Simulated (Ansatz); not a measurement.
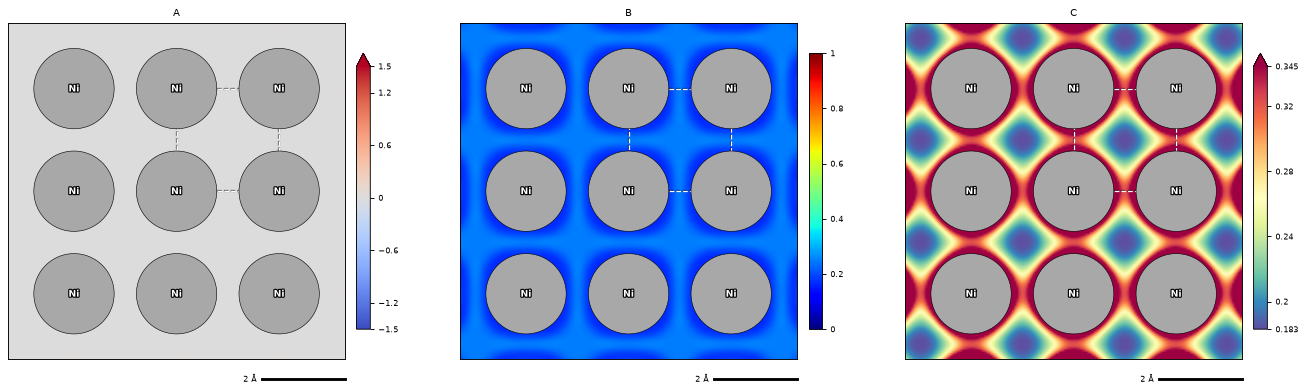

Ni: 3 fields on the (001) plane of the conventional cell, with unlabelled colour scales. Grey discs cover the atomic cores.

Space group P4/nmm; not relaxed (largest force 0.7 eV/Å); spin-polarised.

Theory: DFT PBE, scalar-relativistic, plane waves, PAW in Ansatz 0.2.0.

The panels show electron localisation function, spin density and valence pseudo-density in some order. Assign them.

Panel A: spin density (confined to the magnetic sites and close to zero elsewhere). Panel B: electron localisation function. Panel C: valence pseudo-density. From the grid: Ni–Ni (2.49 Å): ρ at the midpoint is about 0.32 e/Å³; the ELF is about 0.25 at the midpoint (no shared electron pair shows on this line).
